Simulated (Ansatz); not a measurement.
## Mo: single-point calculation

- system: Mo (Cmcm, 2 atoms in the cell)
- method: DFT PBEsol, scalar-relativistic, plane waves, PAW, no spin polarisation (Ansatz 0.2.0)

The structure derives from an entry of the Crystallography Open Database. It belongs to a series of runs on one base structure; here: mode 4 (139.8 1/cm) frozen in, largest displacement +0.037 A. Figures and captions count atoms from 1; the log counts them from 0 in places.

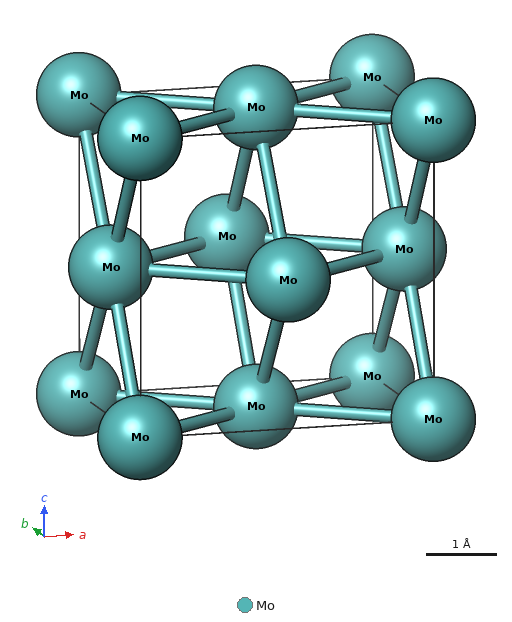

The input geometry (ball-and-stick view of the cell 2 times as large as that of the calculation, set on its symmetry axes, seen slightly off an axis). An atom can appear more than once, as a periodic image. Near neighbours in the periodic cell (some may lie outside the picture): Mo has 8 Mo at 2.67 to 2.75 Å.

Input
```yaml
crystal:
  lattice:
    - [-1.5646534271, 1.5646534271, 1.5646534271]
    - [1.5646534271, -1.5646534271, 1.5646534271]
    - [3.1293068543, 3.1293068543, 0.0]
  atoms:
    - { symbol: Mo, position: [0.0119834844, 0.0119834844, 0.0] }
    - { symbol: Mo, position: [0.4880165156, 0.4880165156, 0.5] }
basis:
  ecutwfc: 420
kpoints:
  mp_grid: { grid: [24, 24, 14] }
hamiltonian:
  xc: pbesol
scf:
  occupations: { method: gaussian, width: 0.15 }
output:
  forces: true
  stress: true
  eigenvalues: true
  write_density: true
  write_potential: true
  elf: true
  volumetric_format: npy
```

Hardware: 2 threads of Arm Neoverse V1, 24 GiB of memory available, shared host.

Run as:
```bash
ansatz run input.yaml --threads 2 --pin off --max-ram 5120MiB --backend cpu --events-out ev --progress --plain --runs-dir out
```

The program's output
```
Engine: ansatz 0.2.0, aarch64-unknown-linux-gnu
Pseudopotentials: kind: paw
Pseudopotential: Mo, paw, valence charge 14, recommended cutoff 420 eV (normal), Mo.paw.azcp
Functional definition: PBEsol
  exchange = pbesol_x
  correlation = pbesol_c
Crystal: 2 atoms, lattice volume = 30.644 Å³
Basis set: ecut = 420 eV, 609 PW (Γ), exchange–correlation on 40×40×60 points (8 copies of the dense FFT grid, shifted against one another)
Bands: 18, of which v1, the nominal top of the filled ones, is band 14 counted from 1 (13 counted from 0)
Symmetry: 8 space group operations
Space group: Cmcm (ITA 63), of the structure as read, at distance tolerance 3.1e-5 Å
k-points: 1256 of 8064
Non-local potential: Mo, projectors of the file, l = 0: 3, l = 1: 2, l = 2: 2, l = 3: 1
PAW form: soft (Blöchl's): semilocal exchange-correlation on the pseudo side does not see the compensation charge
PAW frozen core: Mo, regenerated for the run's functional, and the local potential with it (the file was generated under x = pbe(κ = 0.804, μ = 0.2195149727645171), c = pbe(β = 0.06672455060314922))
PAW one-centre angular grid: Mo, 590 points (default); XC on 64 Gauss nodes
Initial density: superposition of atomic densities (neutral atoms: chi_scale 0, normalization atom), corrected by the library's trained network
Initial wavefunctions: pseudopotential atomic-orbital guess
Functional: x = pbesol(κ = 0.804, μ = 0.12345679012345678), c = pbesol(β = 0.046)
SCF iter   1: F=—  HF=-9794.938971 eV  |F-HF|=—  |Δ(HF+E_count)|=         —  Δρ=6.33e-3  dr2=8.17e-3  ethr=1.77e-3  ⟨swp⟩=5.1  Hψ=99356  notcnv=0
preconditioner: auto → none  [metal: Δε(μ)=0.001 eV  Ē_g=4.851 eV  σ=0.150 eV  W_gap=0.00  n_scr=6 (ndim 8)  ℏωp=23.2 eV  f_vac=0.000  D(μ)=1.25/eV (n_scr^D=6)  sad-step TF]
SCF iter   2: F=—  HF=-9794.936791 eV  |F-HF|=—  |Δ(HF+E_count)|=   2.18e-3  Δρ=3.39e-3  dr2=2.19e-3  ethr=2.92e-5  ⟨swp⟩=1.7  Hψ=39632  notcnv=0
SCF iter   3: F=—  HF=-9794.936064 eV  |F-HF|=—  |Δ(HF+E_count)|=   7.27e-4  Δρ=3.23e-4  dr2=3.06e-5  ethr=7.80e-6  ⟨swp⟩=2.0  Hψ=29670  notcnv=0
SCF iter   4: F=—  HF=-9794.936076 eV  |F-HF|=—  |Δ(HF+E_count)|=   1.26e-5  Δρ=5.28e-5  dr2=2.99e-7  ethr=1.09e-7  ⟨swp⟩=2.5  Hψ=38664  notcnv=0
iter 5 did not close the SCF: its close was put off for the readings that it lacked (scf_convergence_deferred on its scf_iter line)
SCF iter   5: F=-9794.936076 eV  HF=-9794.936077 eV  |F-HF|=5.93e-8  |Δ(HF+E_count)|=   3.75e-7  Δρ=1.71e-5  dr2=8.10e-8  ethr=1.07e-9  ⟨swp⟩=2.0  Hψ=40156  notcnv=0
SCF iter   6: F=-9794.936076 eV  HF=-9794.936076 eV  |F-HF|=3.04e-9  |Δ(HF+E_count)|=   2.64e-8  Δρ=4.77e-6  dr2=4.63e-9  ethr=2.89e-10  ⟨swp⟩=5.3  Hψ=135350  notcnv=0
SCF 1 converged in 6 iterations: F = -9794.936076 eV  dr2 = 4.63e-9
  greatest PAW one-centre occupation: 0.999 electrons in one spin orbital (limit 2), on the Mo atom at site 1 (counted from 0), in its partial waves of l = 0
```

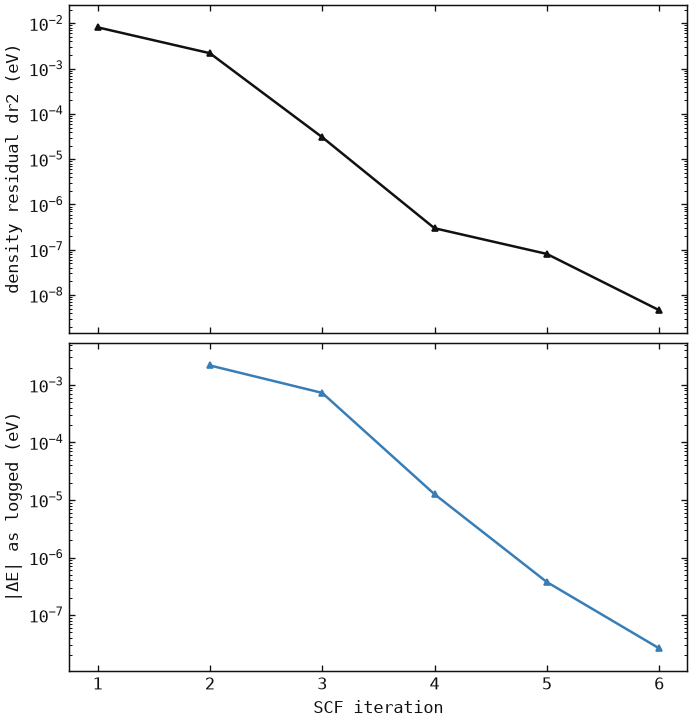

Convergence of the self-consistent field: density residual dr2 and size of the energy change against the SCF iteration. The residual falls at every step.

```
SCF converged after 6 iterations
Free energy (F): -9794.936076 eV
Harris-Foulkes:  -9794.936076 eV  (|F-HF|=3.04e-9)
Internal energy: -9794.921913 eV  (E = F + TS)
E sigma→0 (E₀):  -9794.928995 eV
Entropy (-TS):   -0.014163 eV (-7.082 meV/atom)
Fermi energy:    21.483622 eV
--- Per-component energies (eV) ---
  E_band       = -99.306911
  E_kinetic    = 883.365562
  E_local      = -1542.125495  (includes V_loc(G=0)·N_el)
  E_nonlocal   = 289.178234
  E_hartree    = 509.245579
  E_xc         = -365.459800
  E_vxc        = -457.808335  (∫ρ·V_xc dr)
  E_paw        = -6287.700975  (= ΣΔE_a)
  E_vpaw       = -290.405314  (= ΣTr[D̂ρ^β])
  E_aug_tail   = 0.000081  (compensation charges beyond the density's cutoff)
  E_ewald      = -3281.843697
  E_core_change = 0.418599  (= ΣΔE_core)
  E_smearing   = -0.014163  (= −TS)
  E_closure    = 0.000000  (closes the sum)
  Σ components = -9794.936076   (vs F -9794.936076, Δ=0.00e0)
--- Forces (eV/Å), atoms counted from 1 ---
  atom   1  Mo     0.00000000     0.00000000    -0.29274616
  atom   2  Mo    -0.00000000     0.00000000     0.29274616
  max |Σ_I F_I| component: 5.55e-17 eV/Å
--- Stress (GPa, compression-positive) ---
        0.319045       0.255180       0.000000
        0.255180       0.319045       0.000000
        0.000000       0.000000       0.315219
  P = ⅓ Tr σ = 0.3178 GPa (3.178 kbar)
--- Band table (eV; the first three rows and the last of 1256) ---
  k-point 0: bands = ["-39.7334", "-39.4415", "-14.4713", "-13.4390", "-12.9793", "-12.9688", "-12.9663", "-12.9538", "14.1295", "16.0117", "17.9676", "20.0436", "20.0465", "20.0828", "23.1349", "23.1483", "23.1637", "23.1917"]
  k-point 1: bands = ["-39.7298", "-39.4453", "-14.4537", "-13.4337", "-12.9792", "-12.9739", "-12.9723", "-12.9690", "14.1880", "16.0337", "17.9885", "20.0099", "20.0411", "20.1384", "22.8696", "23.0817", "23.1644", "23.3002"]
  k-point 2: bands = ["-39.7193", "-39.4563", "-14.4014", "-13.4183", "-13.0327", "-12.9901", "-12.9788", "-12.9693", "14.3597", "16.0960", "18.0507", "19.9123", "20.0213", "20.3038", "22.4001", "22.9416", "23.1677", "23.2968"]
  k-point 1255: bands = ["-39.3429", "-39.3429", "-14.2390", "-14.2390", "-13.7444", "-13.7444", "-13.4796", "-13.4796", "16.9391", "16.9391", "18.0277", "18.0277", "20.6059", "20.6059", "21.8808", "21.8808", "25.9682", "25.9682"]
```

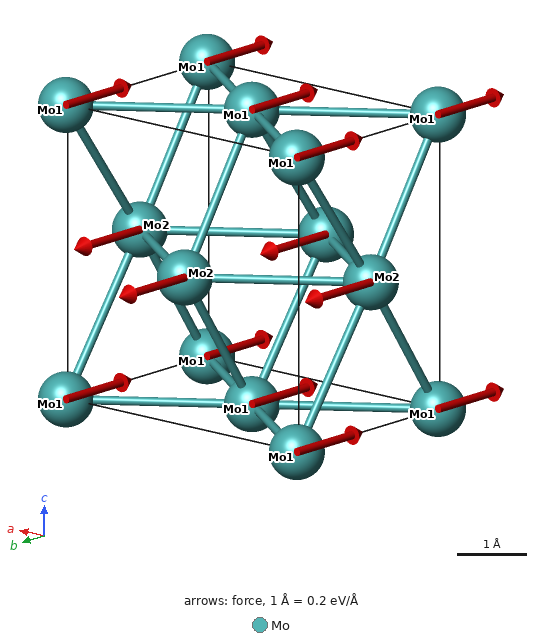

Forces on the atoms as red arrows (ball-and-stick view of the cell 2 times as large as that of the calculation, set on its symmetry axes, seen at an oblique angle; atoms are numbered from 1 in the order of the input). The largest act on Mo1, Mo2 (0.29 eV/Å). The geometry is not a stationary point of this energy.

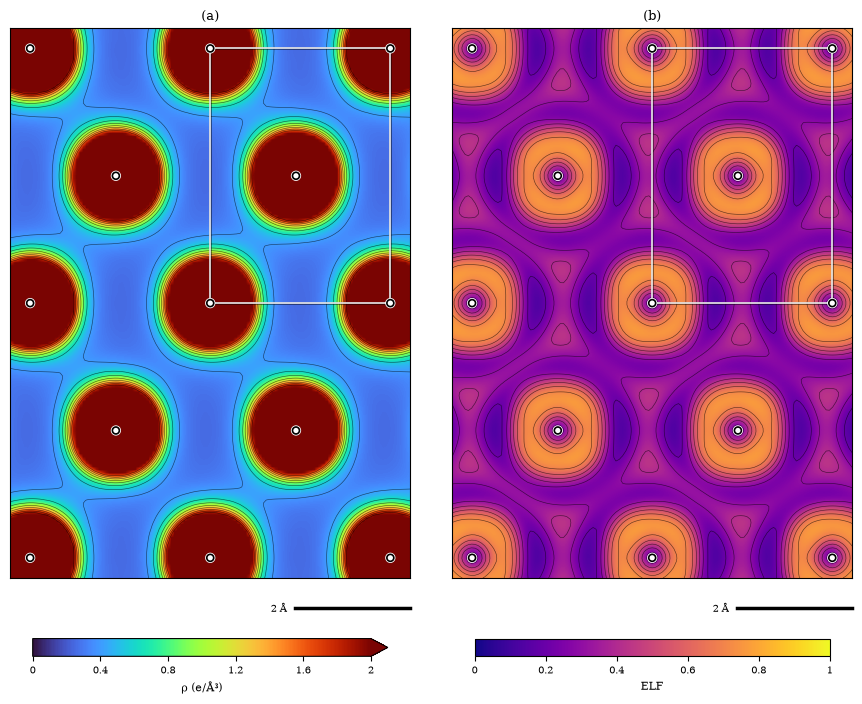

(a) valence electron density; (b) ELF on the (100) plane of the conventional cell. Circles mark the nuclei in the plane (Mo). The section cuts through Mo sites. Mo–Mo (2.67 Å): the density is about 0.42 e/Å³ at the midpoint; the ELF is about 0.30 at the midpoint (no shared electron pair). Mo–Mo (2.75 Å): ρ at the midpoint is about 0.36 e/Å³; the ELF is about 0.30 at the midpoint (no shared electron pair). Away from the nuclei the density in this plane falls to 0.25 e/Å³ at its lowest. The strong features right at Mo lie inside the PAW spheres (semicore, d or f shells) and say nothing about bonding. Core electrons are frozen (PAW), so the fields are smoothed inside the atomic spheres.

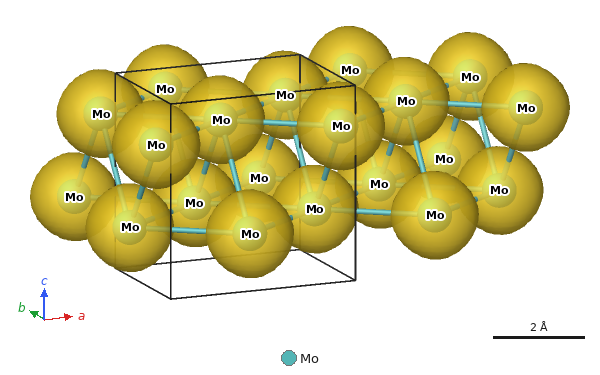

Isosurface of the valence electron density at 0.8 e/Å³ (yellow), seen slightly off an axis. Sticks mark near contacts. The outline is the cell set on symmetry axes. At this value the density breaks into separate islands; it holds about 70 % of the electrons treated as valence (semicore included). It is pinched off along the Mo–Mo (2.67 Å), Mo–Mo (2.71 Å) and Mo–Mo (2.75 Å) contacts. On the grid the lowest density along these lines, outside the cores, is 0.42 e/Å³ (Mo–Mo, 2.67 Å), 0.39 e/Å³ (Mo–Mo, 2.71 Å) and 0.36 e/Å³ (Mo–Mo, 2.75 Å).

Key numbers

```tsv
quantity	value
outcome	converged
space group (tolerance 0.01 Å)	Cmcm (63)
electrons treated	28
free energy	−9794.9361 eV
Fermi energy	21.484 eV
gap on the k-point mesh	none (metallic)
pressure	0.32 GPa
largest force (length of the vector)	0.293 eV/Å
wall time	22 s (CPU time 44 s)
peak memory	0.76 GiB
```
